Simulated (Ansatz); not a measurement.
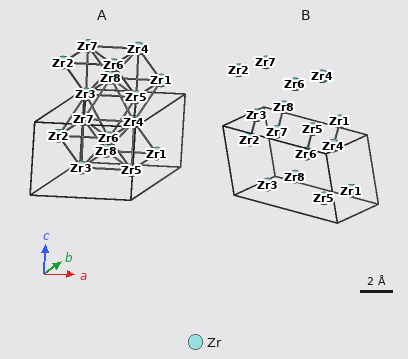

Two geometries of solid Zr (built on the O_12 type) (coarse preliminary run), drawn at one scale. One is the start of a relaxation, the other its converged end. The picture is a ball-and-stick view of the cell of the calculation, repeated 1 × 1 × 2 with one cell outlined, seen slightly off an axis.

Theory: Ansatz 0.2.0, DFT PBE, scalar-relativistic, plane waves, PAW. Settings: plane-wave cutoff 420 eV; k-point mesh 4 × 4 × 4; occupations gaussian; smearing width 0.1 eV; no spin polarisation; cell and atoms relaxed; force threshold 0.04 eV/Å; at most 70 steps.

> Which geometry has the lower energy?

Structure A is the relaxed one. Case: O type (C2/m, No. 12). After 16 accepted moves (19 points after the start) the energy has fallen by 47.657 eV per cell of the calculation. Largest force component: 48 eV/Å at the start, 0.00047 eV/Å at the end. Pressure: 76.40 GPa at the start and −0.05 GPa at the end. The line search rejected the trial step at point 13 of the run. At 2 points the geometry stayed and the basis and grid were re-selected for the new cell (energy shift of 0.103 eV per cell of the calculation at most each time). The largest moves relative to the cell, 1.01 Å, are those of Zr3 and Zr4. Zr4 goes along [−1 −1 −1]. Cell: a = b 6.880 → 6.483 Å (−5.8 %), c 5.232 → 5.157 Å (−1.4 %), α 111.2° → 90.1°, β 111.2° → 90.1°, γ 70.5° → 60.0°. Volume −10.3 %. Some distances before and after: Zr1–Zr4 1.689 → 3.184 Å, Zr5–Zr6 1.698 → 3.184 Å, Zr5–Zr8 4.239 → 3.243 Å, Zr3–Zr6 4.140 → 3.187 Å. New bonds form: Zr1–Zr3 (4.07 → 3.24 Å), Zr2–Zr4 (4.07 → 3.24 Å), Zr3–Zr6 (4.14 → 3.19 Å), Zr3–Zr7 (4.14 → 3.19 Å). Among the angles between lasting bonds that change: Zr3–Zr5–Zr6 89.7° → 120.5°, Zr1–Zr4–Zr6 89.7° → 59.5°, Zr4–Zr1–Zr5 90.5° → 120.5°. The space group stays C2/m (No. 12).
